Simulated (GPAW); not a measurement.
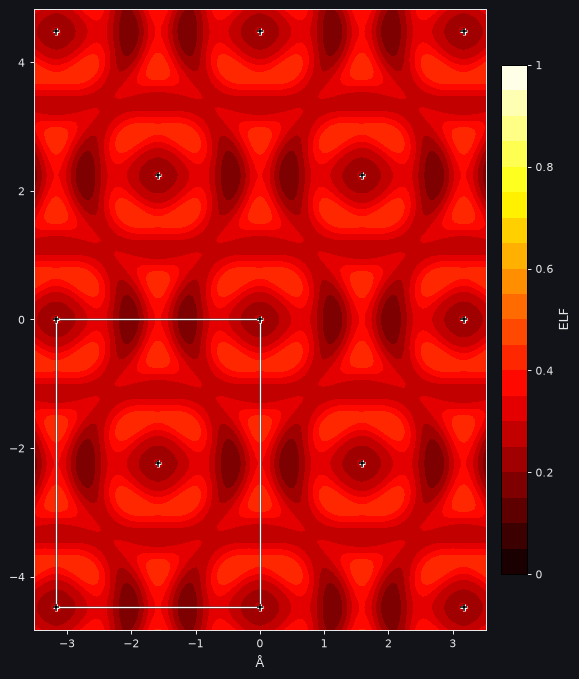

The ELF on a plane through atoms (crosses mark nuclei in the plane).

All numbers below come from Kohn-Sham DFT of a periodic cell, PBE, GPAW PAW data sets (gpaw-data 1.2.1) (GPAW).

Candidates:
A. FeO, a = 4.31 Å, b = 4.31 Å, c = 4.31 Å, α = 90.00°, β = 90.00°, γ = 90.00°. Space group Fm-3m; spin-polarised.
B. Mo, a = 3.17 Å, b = 3.17 Å, c = 3.17 Å, α = 90.00°, β = 90.00°, γ = 90.00°. Space group Im-3m; a structure from a database of computed crystals, not necessarily the ambient phase; computed pressure about −2 GPa in this cell.
C. GaP, a = 3.89 Å, b = 3.89 Å, c = 19.29 Å, α = 90.00°, β = 90.00°, γ = 120.00°. Space group R-3m; a structure from a database of computed crystals, not necessarily the ambient phase.

> Which system is this?

Candidate B: Mo on the (101̄) plane of the conventional cell, which holds Mo. Mo–Mo (2.74 Å): the ELF is about 0.30 at the midpoint: no localised pair shows between them.
